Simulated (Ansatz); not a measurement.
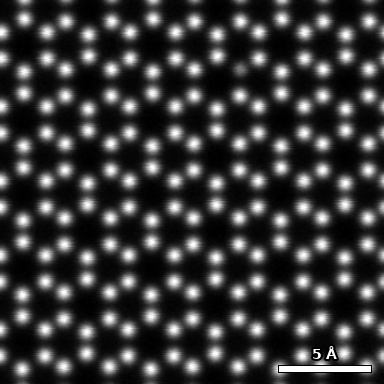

HAADF-like image of Ir (R-3m, No. 166) along [001]. Simulation: incoherent imaging, intensity Z^1.7 per atom, probe width 0.65 Å, thin sample. The probe carries 25 % of its weight in a tail 2.5 times as wide. Shot noise and a slight drift were added.

The sample is 1 repeat (16.7 Å) thick. One point defect was put into the perfect crystal, without relaxing the atoms around it. Brightness is counted from the darkest point of the image. Host structure: coordinates from a relaxation with DFT PBE, scalar-relativistic, plane waves, PAW (Ansatz 0.2.0); the starting structure was generated, so it need not be a known form of this composition.

Question: Where is the defect (in Å from the left and the top edge), and what does its contrast suggest?

Answer: At about 13 Å from the left and 4 Å from the top. The column is dimmer, which points to a vacancy or a lighter atom. The column holds 2 atoms (Ir) through the sample, and one Ir atom is missing, so its peak drops to about 50 % of that of its equals.
